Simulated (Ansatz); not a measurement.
# ZrC (rocksalt): response to moved atoms and strain

How does ZrC (rocksalt) push back when it is distorted? Each run changes the relaxed cell in one way.

Computed with Ansatz 0.2.0 (DFT PBEsol, scalar-relativistic, plane waves, PAW, unless a step's input says otherwise).

### 1 The structure to begin with

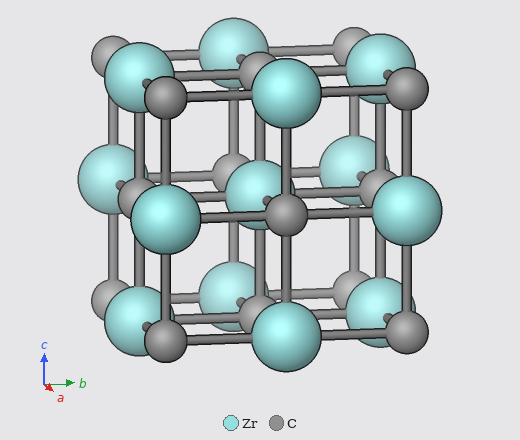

Start, viewed slightly off an axis; zirconium light teal, carbon grey. Atoms on the faces are drawn again on the opposite ones. The cell drawn here is the conventional one.

As a file:

```cif
data_structure
_symmetry_space_group_name_H-M 'Fm-3m'
_symmetry_Int_Tables_number 225
_cell_length_a 4.6692
_cell_length_b 4.6692
_cell_length_c 4.6692
_cell_angle_alpha 90.000
_cell_angle_beta 90.000
_cell_angle_gamma 90.000
_cell_volume 101.79
loop_
_atom_site_label
_atom_site_type_symbol
_atom_site_symmetry_multiplicity
_atom_site_Wyckoff_symbol
_atom_site_fract_x
_atom_site_fract_y
_atom_site_fract_z
_atom_site_occupancy
Zr1 Zr 4 b 0.50000 0.00000 0.00000 1
C1 C 4 a 0.00000 0.00000 0.00000 1
```

An earlier run at PBEsol left this cell at 12.724 Å³/atom and 0.02 GPa (12×12×12 mesh).

The changes: atom 1 (Zr) moved 0.02 Å along z; strain e3 = +0.03, atoms carried along.

### 2 Atom 1 (Zr) moved 0.02 Å along z

Contents of input.yaml:

```yaml
crystal:
  lattice:
    - [0.0, 2.3345844199, 2.3345844199]
    - [2.3345844199, 0.0, 2.3345844199]
    - [2.3345844199, 2.3345844199, 0.0]
  atoms:
    - { symbol: Zr, position: [0.5042834176, 0.5042834176, 0.4957165824] }
    - { symbol: C, position: [0.0, 0.0, 0.0] }
basis:
  ecutwfc: 420
  ecutrho_ratio: 4
kpoints:
  mp_grid: { grid: [12, 12, 12] }
hamiltonian:
  xc: pbesol
scf:
  occupations: { method: gaussian, width: 0.05 }
output:
  forces: true
  stress: true
  eigenvalues: true
```

Output (excerpt; [...] marks lines left out):

```text
Warning: RAYON_NUM_THREADS=4 ignored (pool sized by the plan → 4); use --threads N
[...]
Pseudopotentials: kind: paw
Pseudopotential: Zr, paw, valence charge 12, recommended cutoff 420 eV (normal), Zr.paw.azcp
Pseudopotential: C, paw, valence charge 4, recommended cutoff 420 eV (normal), C.paw.azcp
Functional definition: PBEsol
[...]
Crystal: 2 atoms, lattice volume = 25.448 Å³
Basis set: ecut = 420 eV, 531 PW (Γ), exchange–correlation on 48×48×48 points (8 copies of the dense FFT grid, shifted against one another)
Bands: 12, of which v1, the nominal top of the filled ones, is band 8 counted from 1 (7 counted from 0)
Symmetry: 8 space group operations
Space group: I4mm (ITA 107), of the structure as read, at distance tolerance 2.9e-5 Å
k-points: 163 of 1728 (time reversal used)
[...]
SCF iter   1: F=—  HF=-4377.176647 eV  |F-HF|=—  |Δ(HF+E_count)|=         —  Δρ=9.06e-3  dr2=2.67e-2  ethr=1.77e-3  ⟨swp⟩=5.0  Hψ=9843  notcnv=0
[...]
SCF iter   6: F=-4377.170208 eV  HF=-4377.170208 eV  |F-HF|=1.73e-11  |Δ(HF+E_count)|=  2.13e-10  Δρ=2.05e-6  dr2=4.22e-10  ethr=5.72e-11  ⟨swp⟩=2.0  Hψ=6618  notcnv=0
[...]
SCF converged after 6 iterations
Free energy (F): -4377.170208 eV
[...]
E sigma→0 (E₀):  -4377.169785 eV
Entropy (-TS):   -0.000847 eV (-0.423 meV/atom)
Fermi energy:    15.159028 eV
[...]
--- Forces (eV/Å), atoms counted from 1 ---
  atom   1  Zr     0.00000000     0.00000000    -0.14680008
  atom   2  C      0.00000000     0.00000000     0.14679681
[...]
--- Stress (GPa, compression-positive) ---
        0.023785       0.000000       0.000000
        0.000000       0.023785       0.000000
        0.000000       0.000000       0.137044
  P = ⅓ Tr σ = 0.0615 GPa (0.615 kbar)
--- Band table (eV; the first three rows and the last of 163) ---
  k-point 0: bands = ["-32.8173", "-10.5446", "-10.5442", "-10.5442", "3.7257", "15.9598", "15.9598", "16.0243", "16.1441", "16.2225", "16.2225", "17.9428"]
[...]
```

It took 1.4 s on 4 threads of an x86-64 CPU, shared host; peak memory 0.44 GiB.

This gives: volume 12.724 Å³/atom, pressure 0.06 GPa, a metal on this mesh.

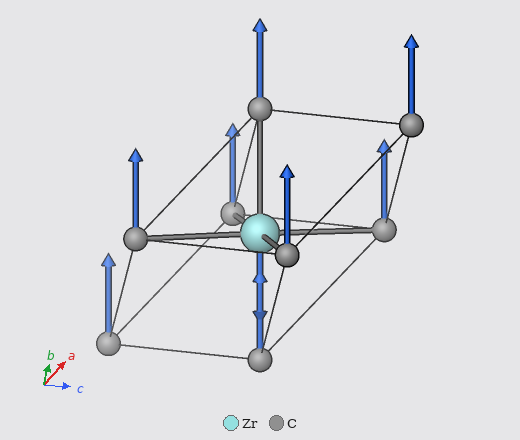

Forces on the atoms; the longest arrow is 0.15 eV/Å.

### 3 Strain e3 = +0.03, atoms carried along

Contents of input.yaml:

```yaml
crystal:
  lattice:
    - [0.0, 2.3345844199, 2.4046219525]
    - [2.3345844199, 0.0, 2.4046219525]
    - [2.3345844199, 2.3345844199, 0.0]
  atoms:
    - { symbol: Zr, position: [0.5, 0.5, 0.5] }
    - { symbol: C, position: [0.0, 0.0, 0.0] }
basis:
  ecutwfc: 420
  ecutrho_ratio: 4
kpoints:
  mp_grid: { grid: [12, 12, 12] }
hamiltonian:
  xc: pbesol
scf:
  occupations: { method: gaussian, width: 0.05 }
output:
  forces: true
  stress: true
  eigenvalues: true
```

Output (excerpt; [...] marks lines left out):

```text
Warning: RAYON_NUM_THREADS=4 ignored (pool sized by the plan → 4); use --threads N
[...]
[... 4 set-up lines as earlier in the session ...]
[...]
Crystal: 2 atoms, lattice volume = 26.212 Å³
Basis set: ecut = 420 eV, 533 PW (Γ), exchange–correlation on 48×48×48 points (8 copies of the dense FFT grid, shifted against one another)
Bands: 12, of which v1, the nominal top of the filled ones, is band 8 counted from 1 (7 counted from 0)
Symmetry: 16 space group operations
Space group: I4/mmm (ITA 139), of the structure as read, at distance tolerance 3.0e-5 Å
k-points: 163 of 1728
[...]
SCF iter   1: F=—  HF=-4377.146143 eV  |F-HF|=—  |Δ(HF+E_count)|=         —  Δρ=8.66e-3  dr2=2.50e-2  ethr=1.77e-3  ⟨swp⟩=5.0  Hψ=9814  notcnv=0
[...]
SCF iter   6: F=-4377.140012 eV  HF=-4377.140012 eV  |F-HF|=2.87e-10  |Δ(HF+E_count)|=   4.64e-8  Δρ=2.13e-6  dr2=6.14e-10  ethr=6.25e-10  ⟨swp⟩=4.2  Hψ=6344  notcnv=0
[...]
SCF converged after 6 iterations
Free energy (F): -4377.140012 eV
[...]
E sigma→0 (E₀):  -4377.139662 eV
Entropy (-TS):   -0.000699 eV (-0.349 meV/atom)
Fermi energy:    14.626409 eV
[...]
--- Forces (eV/Å), atoms counted from 1 ---
  atom   1  Zr     0.00000000    -0.00000000     0.00000000
  atom   2  C     -0.00000000     0.00000000    -0.00000000
[...]
--- Stress (GPa, compression-positive) ---
       -2.956568       0.000000       0.000000
        0.000000      -2.956568       0.000000
        0.000000       0.000000     -12.717926
  P = ⅓ Tr σ = -6.2104 GPa (-62.104 kbar)
--- Band table (eV; the first three rows and the last of 163) ---
  k-point 0: bands = ["-33.4265", "-11.1907", "-11.1653", "-11.1653", "3.3285", "15.4360", "15.4468", "15.5788", "15.5788", "15.7377", "15.7377", "17.1421"]
[...]
```

It took 1 s on 4 threads of an x86-64 CPU, shared host; peak memory 0.42 GiB.

Read off: volume 13.106 Å³/atom, pressure -6.21 GPa, no gap.

### 4 The distortions side by side

| change | change of free energy (meV/atom) | largest force (eV/Å) | largest change of stress (GPa) |
| --- | --- | --- | --- |
| atom 1 (Zr) moved 0.02 Å along z | 0.73 | 0.147 | 0.11 |
| strain e3 = +0.03, atoms carried along | 15.83 | 0.000 | 12.74 |

Moving atom 1 by 0.02 Å meets a restoring force of 0.147 eV/Å along the move, a force constant of about 7.3 eV/Å². The strain e3 = +0.03 changes that stress component by -12.74 GPa (compression positive), a ratio of 425 GPa; that is a secant over a finite strain with the atoms carried along, not the elastic constant. No change lowers the energy by more than 0.5 meV/atom; other distortions weren't tried.
